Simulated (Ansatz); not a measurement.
**Si2Ni: density, localisation and related maps**

Input

```
crystal:
  lattice:
    - [0.0, 2.6754870684, 2.6957048548]
    - [2.7159226412, 0.0, 2.6957048548]
    - [2.7159226412, 2.6754870684, 0.0]
  atoms:
    - { symbol: Si, position: [0.25, 0.25, 0.25] }
    - { symbol: Si, position: [0.75, 0.75, 0.75] }
    - { symbol: Ni, position: [0.0, 0.0, 0.0] }
basis:
  ecutwfc: 420
kpoints:
  mp_grid: { grid: [16, 16, 16] }
hamiltonian:
  xc: pbesol
scf:
  occupations: { method: gaussian, width: 0.15 }
output:
  forces: true
  stress: true
  eigenvalues: true
  write_density: true
  write_potential: true
  elf: true
  volumetric_format: npy
```

Command:

```sh
ansatz run input.yaml --threads 1 --pin off --max-ram 2560MiB --backend cpu --events-out ev --progress --plain --runs-dir out
```

Below, planes, directions and counts refer to the conventional cell (a = 5.35 Å, b = 5.39 Å, c = 5.43 Å, α = 90.00°, β = 90.00°, γ = 90.00°).

Space group Fmmm; changed on purpose from its base cell (strain +0.0075 x Voigt [1, -1, 0, 0, 0, 0], atoms carried along); computed without spin polarisation.

Computed with DFT PBEsol, scalar-relativistic, plane waves, PAW (Ansatz 0.2.0).

The density is the valence pseudo-density of a PAW calculation; it isn't the true density close to the nuclei.

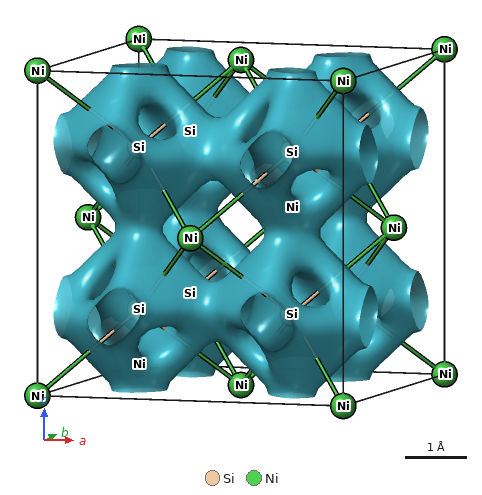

Figure 1. Isosurface of the ELF at 0.55 (cyan), seen at an oblique angle. Core shells and regions of very low density are left out. Sticks mark near contacts.

Identify the bonds, lone pairs and shells in this picture.

The ELF exceeds this value in one network that runs through the whole crystal, counted in one cell of 12 atoms. Any copies at cell faces, edges or corners count once. Along the contacts the grid gives the following. Si–Ni (2.33 Å): the ELF peaks at about 0.75 in the valence shell of Si, 0.9 Å from its nucleus, and is about 0.50 at the midpoint.

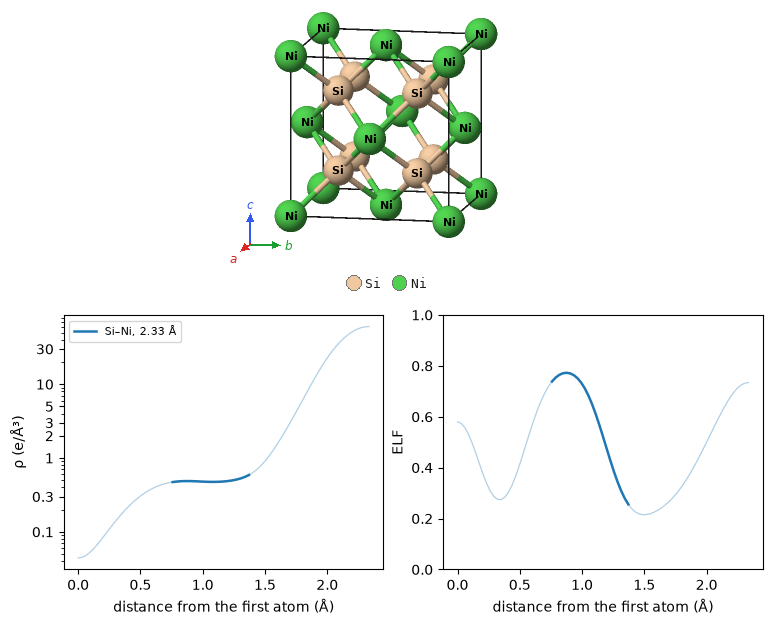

Figure 2. Valence electron density and ELF along straight lines between neighbouring atoms. Thin, pale parts lie inside the atomic spheres. The structure is drawn too.

What can be read from the curves?

Si–Ni (2.33 Å): ρ is about 0.48 e/Å³ halfway; the ELF peaks at about 0.75 in the valence shell of Si, 0.9 Å from its nucleus, and is about 0.50 at the midpoint.

Metal or insulator at this level of theory?

It is gapless in this calculation (a metal or semimetal).
